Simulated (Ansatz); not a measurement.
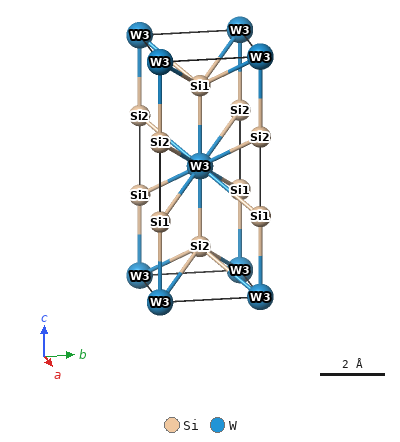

**Figure 1.** The structure as given in the input (ball-and-stick view of the cell 2 times as large as that of the calculation, set on its symmetry axes, seen slightly off an axis; atoms are numbered from 1 in the order of the input). An atom can appear more than once, as a periodic image.

## What a change does: single-point calculation on WSi2

System: WSi2 (3 atoms in the cell).
Method of the first run: DFT PBE, scalar-relativistic, plane waves, PAW, no spin polarisation (Ansatz 0.2.0).

The structure derives from an entry of the Crystallography Open Database. Text and figures count atoms from 1; the logs count them from 0 in places.

**Input file, the first run**
```yaml
crystal:
  lattice:
    - [-1.614497658, 1.614497658, 3.933413912]
    - [1.614497658, -1.614497658, 3.933413912]
    - [1.614497658, 1.614497658, -3.933413912]
  atoms:
    - { symbol: Si, position: [0.3345744057, 0.3345744057, 0.0] }
    - { symbol: Si, position: [0.6654255943, 0.6654255943, 0.0] }
    - { symbol: W, position: [0.0, 0.0, 0.0] }
basis:
  ecutwfc: 420
kpoints:
  mp_grid: { grid: [20, 20, 20] }
hamiltonian:
  xc: pbe
scf:
  occupations: { method: gaussian, width: 0.15 }
output:
  forces: true
  stress: true
  eigenvalues: true
  write_density: true
  write_potential: true
  elf: true
  volumetric_format: npy
```

Command:
```bash
ansatz run input.yaml --threads 2 --pin off --max-ram 5120MiB --backend cpu --events-out ev --progress --plain --runs-dir out
```

Hardware: 2 threads of Intel Xeon @ 2.50GHz (Skylake/Cascade Lake), 189 GiB of memory available, shared host.

**Output, shortened to warnings, some set-up lines, iterations and results (the first run)**
```
Basis set: ecut = 420 eV, 793 PW (Γ), exchange–correlation on 64×64×64 points (8 copies of the dense FFT grid, shifted against one another)
Symmetry: 16 space group operations
k-points: 641 of 8000
Initial density: superposition of atomic densities (neutral atoms: chi_scale 0, normalization atom), corrected by the library's trained network
[...]
SCF iter   1: F=—  HF=-11657.461709 eV  |F-HF|=—  |Δ(HF+E_count)|=         —  Δρ=3.36e-3  dr2=1.83e-3  ethr=1.77e-3  ⟨swp⟩=5.0  Hψ=54871  notcnv=0
SCF iter   2: F=—  HF=-11657.462092 eV  |F-HF|=—  |Δ(HF+E_count)|=   3.84e-4  Δρ=1.92e-3  dr2=7.07e-4  ethr=8.31e-6  ⟨swp⟩=1.1  Hψ=14827  notcnv=0
SCF iter   3: F=—  HF=-11657.462237 eV  |F-HF|=—  |Δ(HF+E_count)|=   1.44e-4  Δρ=2.00e-4  dr2=2.12e-5  ethr=3.22e-6  ⟨swp⟩=2.5  Hψ=14000  notcnv=0
SCF iter   4: F=—  HF=-11657.462237 eV  |F-HF|=—  |Δ(HF+E_count)|=   6.38e-7  Δρ=8.30e-5  dr2=1.90e-6  ethr=9.62e-8  ⟨swp⟩=2.5  Hψ=13492  notcnv=0
SCF iter   5: F=—  HF=-11657.462237 eV  |F-HF|=—  |Δ(HF+E_count)|=   7.83e-8  Δρ=1.33e-5  dr2=1.06e-7  ethr=8.66e-9  ⟨swp⟩=2.0  Hψ=13467  notcnv=0
SCF iter   6: F=-11657.462237 eV  HF=-11657.462237 eV  |F-HF|=1.31e-9  |Δ(HF+E_count)|=   1.14e-8  Δρ=2.62e-6  dr2=3.12e-9  ethr=4.55e-10  ⟨swp⟩=8.1  Hψ=52853  notcnv=0
SCF 1 converged in 6 iterations: F = -11657.462237 eV  dr2 = 3.12e-9
SCF converged after 6 iterations
Free energy (F): -11657.462237 eV
Harris-Foulkes:  -11657.462237 eV  (|F-HF|=1.31e-9)
Internal energy: -11657.459532 eV  (E = F + TS)
E sigma→0 (E₀):  -11657.460885 eV
Entropy (-TS):   -0.002705 eV (-0.902 meV/atom)
Fermi energy:    16.468684 eV
--- Per-component energies (eV) ---
  E_band       = -85.589917
  E_kinetic    = 540.156266
  E_local      = -955.920836  (includes V_loc(G=0)·N_el)
  E_nonlocal   = 50.495990
  E_hartree    = 374.124696
  E_xc         = -381.520875
  E_vxc        = -338.058137  (∫ρ·V_xc dr)
  E_paw        = -9588.251102  (= ΣΔE_a)
  E_vpaw       = -130.513895  (= ΣTr[D̂ρ^β])
  E_aug_tail   = -0.000070  (compensation charges beyond the density's cutoff)
  E_ewald      = -1696.543602
  E_smearing   = -0.002705  (= −TS)
  E_closure    = 0.000000  (closes the sum)
  Σ components = -11657.462237   (vs F -11657.462237, Δ=0.00e0)
--- Forces (eV/Å), atoms counted from 1 ---
  atom   1  Si    -0.00000000    -0.00000000    -0.00121183
  atom   2  Si     0.00000000     0.00000000     0.00121183
  atom   3  W     -0.00000000     0.00000000     0.00000000
  max |Σ_I F_I| component: 3.94e-31 eV/Å
--- Stress (GPa, compression-positive) ---
        0.028469       0.000000      -0.000000
        0.000000       0.028469       0.000000
       -0.000000       0.000000       0.048067
  P = ⅓ Tr σ = 0.0350 GPa (0.350 kbar)
```

The input of the second run differs as follows (lines with − go, lines with + come):
```diff
-  ecutwfc: 420
+  ecutwfc: "22.0 Ry"
+  ecutrho_ratio: 12
-  write_density: true
-  write_potential: true
-  elf: true
-  volumetric_format: npy
+accuracy: medium
```

How does the second run compare with the first run?

The free energy of the second run is 26.6 meV per atom higher, which measures how much it depends on this numerical setting. The pressure goes from 0.04 to 0.40 GPa. More plane waves can only lower the energy of a fixed Hamiltonian, so the higher cutoff gives the lower value. The number of SCF iterations is the same. The plane waves at Γ go from 793 to 479. On the same kind of shared host the second run took about 0.58 times as long.

**Output, shortened to warnings, some set-up lines, iterations and results (the second run)**
```
Warning: basis.ecutwfc = 299.325248705868 eV is below the records' recommended 420 eV, and the density's cutoff is lower with it unless basis.ecutrho_ratio is high enough to keep the records' density cutoff: compare with a run at a higher cutoff
Basis set: ecut = 299.325248705868 eV, 479 PW (Γ), exchange–correlation on 90×90×90 points (8 copies of the dense FFT grid, shifted against one another)
Symmetry: 16 space group operations
k-points: 641 of 8000
Initial density: superposition of atomic densities (neutral atoms: chi_scale 0, normalization atom), corrected by the library's trained network
[...]
SCF iter   1: F=—  HF=-11657.381299 eV  |F-HF|=—  |Δ(HF+E_count)|=         —  Δρ=4.15e-3  dr2=2.30e-3  ethr=1.77e-3  ⟨swp⟩=5.0  Hψ=53519  notcnv=0
SCF iter   2: F=—  HF=-11657.382059 eV  |F-HF|=—  |Δ(HF+E_count)|=   7.59e-4  Δρ=2.31e-3  dr2=8.36e-4  ethr=1.04e-5  ⟨swp⟩=1.0  Hψ=14749  notcnv=0
SCF iter   3: F=—  HF=-11657.382332 eV  |F-HF|=—  |Δ(HF+E_count)|=   2.73e-4  Δρ=1.80e-4  dr2=1.35e-5  ethr=3.80e-6  ⟨swp⟩=2.1  Hψ=16599  notcnv=0
SCF iter   4: F=—  HF=-11657.382330 eV  |F-HF|=—  |Δ(HF+E_count)|=   2.14e-6  Δρ=5.79e-5  dr2=1.99e-6  ethr=6.14e-8  ⟨swp⟩=2.2  Hψ=14282  notcnv=0
SCF iter   5: F=-11657.382329 eV  HF=-11657.382329 eV  |F-HF|=3.28e-8  |Δ(HF+E_count)|=   3.96e-7  Δρ=1.40e-5  dr2=8.46e-8  ethr=9.05e-9  ⟨swp⟩=2.4  Hψ=13665  notcnv=0
SCF iter   6: F=-11657.382329 eV  HF=-11657.382329 eV  |F-HF|=2.78e-10  |Δ(HF+E_count)|=   2.56e-9  Δρ=2.12e-6  dr2=9.15e-10  ethr=3.84e-10  ⟨swp⟩=2.3  Hψ=33470  notcnv=0
SCF 1 converged in 6 iterations: F = -11657.382329 eV  dr2 = 9.15e-10
SCF converged after 6 iterations
Free energy (F): -11657.382329 eV
Harris-Foulkes:  -11657.382329 eV  (|F-HF|=2.78e-10)
Internal energy: -11657.379632 eV  (E = F + TS)
E sigma→0 (E₀):  -11657.380981 eV
Entropy (-TS):   -0.002697 eV (-0.899 meV/atom)
Fermi energy:    16.473946 eV
--- Per-component energies (eV) ---
  E_band       = -85.632520
  E_kinetic    = 540.187856
  E_local      = -955.678363  (includes V_loc(G=0)·N_el)
  E_nonlocal   = 50.337437
  E_hartree    = 373.995943
  E_xc         = -381.563727
  E_vxc        = -338.123190  (∫ρ·V_xc dr)
  E_paw        = -9588.115173  (= ΣΔE_a)
  E_vpaw       = -130.348436  (= ΣTr[D̂ρ^β])
  E_aug_tail   = -0.000003  (compensation charges beyond the density's cutoff)
  E_ewald      = -1696.543602
  E_smearing   = -0.002697  (= −TS)
  E_closure    = 0.000000  (closes the sum)
  Σ components = -11657.382329   (vs F -11657.382329, Δ=0.00e0)
--- Forces (eV/Å), atoms counted from 1 ---
  atom   1  Si     0.00000000    -0.00000000    -0.00104690
  atom   2  Si     0.00000000     0.00000000     0.00104690
  atom   3  W      0.00000000     0.00000000     0.00000000
  max |Σ_I F_I| component: 1.39e-17 eV/Å
--- Stress (GPa, compression-positive) ---
        0.382875       0.000000       0.000000
        0.000000       0.382875       0.000000
        0.000000       0.000000       0.423417
  P = ⅓ Tr σ = 0.3964 GPa (3.964 kbar)
```

**The two runs side by side**

| quantity | the first run | the second run |
| --- | --- | --- |
| outcome | converged | converged |
| free energy per atom (eV) | −3885.8207 | −3885.7941 |
| energy per atom, smearing taken to zero (eV) | −3885.8203 | −3885.7937 |
| gap on the mesh (eV) | 0.00 | 0.00 |
| pressure (GPa) | 0.04 | 0.40 |
| largest force (eV/Å) | 0.001 | 0.001 |
| SCF iterations | 6 | 6 |
| irreducible k-points | 641 | 641 |
| plane waves at Γ | 793 | 479 |
| wall time (shared host) | 30 s | 18 s |

For both runs: Spin–orbit coupling is left out, which matters for W. For the second run: These settings are looser than, or depart from, a standard set-up, so the numbers are not reference values for this system. Warnings: the cutoff is below the recommended one.
